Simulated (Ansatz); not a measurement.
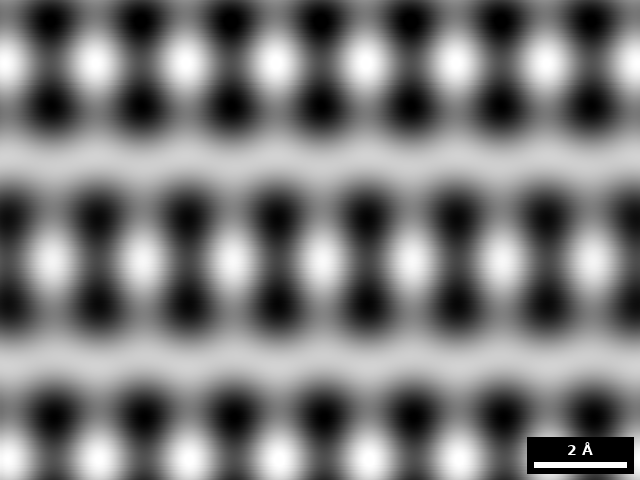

Phase-contrast TEM-like image of Al (C2/c, No. 15). Simulated in the weak-phase-object approximation with neutral-atom potentials: 300 kV, Cs = 0.60 mm, defocus −412 Å (negative is underfocus), defocus spread 40 Å, aperture 0.58 1/Å. A slight drift was added. Structure: coordinates from a relaxation with Ansatz, DFT, LDA (PW92), plane waves (420 eV) with PAW, scalar-relativistic; the starting structure was generated, so it need not be a known form of this composition.

```xyz
4
Lattice="2.7644 0.0000 0.0000 0.0000 8.6326 0.0000 -0.0299 0.0000 2.8408" Properties=species:S:1:pos:R:3 pbc="T T T"
Al   -0.0224    3.1467    2.1306
Al    1.3748    1.1696    0.7102
Al    1.3598    7.4630    2.1306
Al   -0.0075    5.4859    0.7102
```

**Which beam direction gives this image, [1 0 -2], [010], [1 0 -1] or [2 0 -1]? (Directions equivalent by symmetry count as one.)**

[1 0 -1]. The projected cells are 1.24 × 4.32 Å, 90° for [1 0 -2]; 1.38 × 1.42 Å, 91° for [010]; 1.97 × 4.43 Å, 103° for [1 0 -1]; 1.26 × 4.36 Å, 98° for [2 0 -1], and the image repeats as the [1 0 -1] one does.
